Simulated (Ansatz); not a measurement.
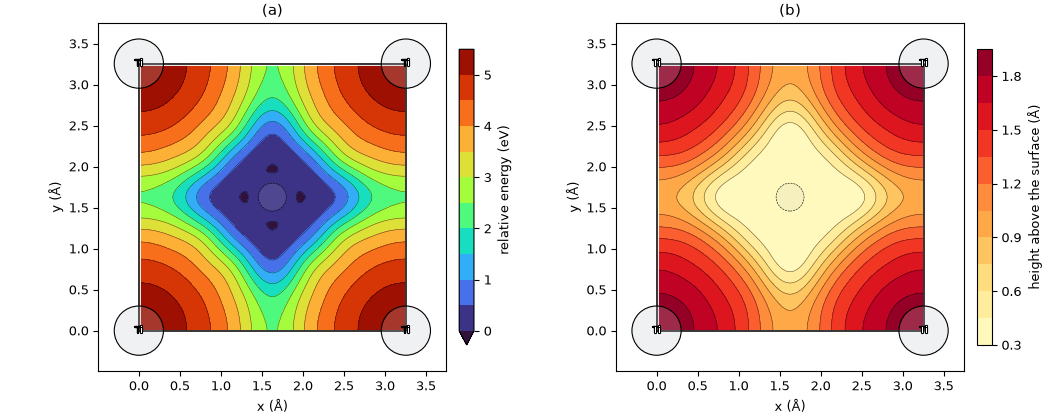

C on a Ti(100) slab cut from the Im-3m phase, its upper half relaxed before the scan (4 atoms of substrate and one adsorbate in a 1 × 1 cell). 
- C is moved over the surface cell; relaxed at each place: the height of the adsorbate's atoms; substrate rigid; the origin of the map has the adsorbate above Ti4.
- Places are given modulo a cell vector. The map is drawn in real space over the plane of the surface.
- Grid: 8 × 8 points; 15 points were computed and 49 follow by symmetry.
- Energies: eV, counted from the lowest grid point.
- With one adsorbate in each 1 × 1 cell, its nearest image is 3.3 Å away, so neighbouring adsorbates interact.
- Computed with DFT PBE, scalar-relativistic, plane waves, PAW in Ansatz 0.2.0. Settings: cutoff 420 eV, k-mesh 8×8×1, gaussian smearing 0.1 eV, no spin polarisation.

Panel (a) is the energy and panel (b) the computed height above the surface on the same grid.

The picture shows filled contours, labelled circles for the atoms of the top layer and small ones for the second layer, the outline of one cell of the plane. Between grid points the surface is interpolated.

> How does the height above the surface vary over the map, and what is it at the lowest grid point?

It runs from 0.37 Å at (2/8, 4/8) of the cell vectors [nearest 2 Ti at 1.86 Å] to 1.90 Å at the top site over a surface Ti atom, (0/8, 0/8) of the cell vectors. At the lowest grid point, (3/8, 4/8) of the cell vectors [nearest 1 Ti at 1.93 Å], it is 0.37 Å.

```csv
"second ↓, first →",0/8,1/8,2/8,3/8,4/8,5/8,6/8,7/8
7/8,1.82,1.74,1.51,1.15,0.79,1.15,1.51,1.74
6/8,1.60,1.51,1.27,0.77,0.37,0.77,1.27,1.51
5/8,1.25,1.15,0.77,0.40,0.37,0.40,0.77,1.15
4/8,0.96,0.79,0.37,0.37,0.39,0.37,0.37,0.79
3/8,1.25,1.15,0.77,0.40,0.37,0.40,0.77,1.15
2/8,1.60,1.51,1.27,0.77,0.37,0.77,1.27,1.51
1/8,1.82,1.74,1.51,1.15,0.79,1.15,1.51,1.74
0/8,1.90,1.82,1.60,1.25,0.96,1.25,1.60,1.82
```
